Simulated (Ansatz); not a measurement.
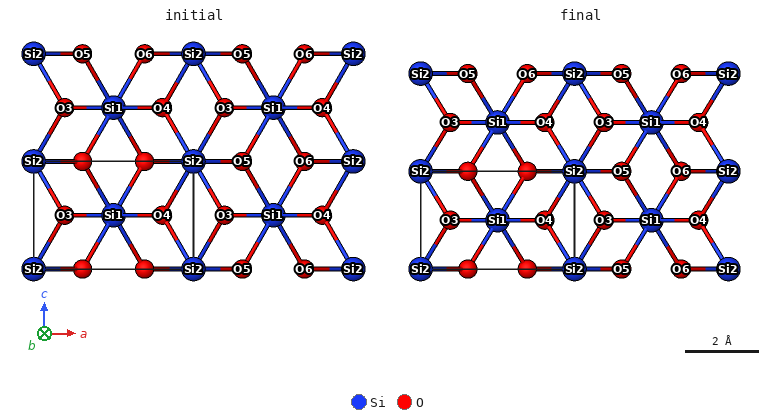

The structure of solid SiO₂ (built on the rutile host type) before (left) and after (right) a relaxation, at one scale.

A ball-and-stick model of the cell of the calculation, repeated 2 × 1 × 2 with one cell outlined, seen along the b axis.

All numbers below come from Ansatz 0.2.0, DFT, PBE, plane waves, PAW. (plane-wave cutoff 420 eV; k-point mesh 6 × 6 × 8; occupations fermi dirac; smearing width 0.02 eV; no spin polarisation; cell and atoms relaxed; force threshold 0.005 eV/Å)

Question: Summarise the run.

Answer: The largest moves relative to the cell, 0.006 Å, are those of O3, O4, O5 and O6. O6 goes along [−1 −1 0]. Si stays in place. The drawn cell changes as follows: a = b 4.401 → 4.237 Å (−3.7 %), c 2.963 → 2.690 Å (−9.2 %); the volume changes by −15.8 %. Among the contacts that change: Si1–O5 1.911 → 1.774 Å, Si1–O3 1.904 → 1.839 Å. Bond angles that change, for instance: Si2–O3–Si2 101.6° → 98.6°, O5–Si1–O6 78.4° → 81.4°, O5–Si1–O5 101.6° → 98.6°. The space group stays P4_2/mnm (No. 136). The energy falls by 1.425 eV per cell of the calculation in 7 accepted moves (9 points after the start). Largest force component: 0.28 eV/Å at the start, 0.00064 eV/Å at the end. The pressure goes from −37.11 to −0.03 GPa. The SCF was repeated twice at an unchanged geometry on a basis and grid sized afresh for the cell, which shifted the energy by 20.1 meV per cell of the calculation at most.
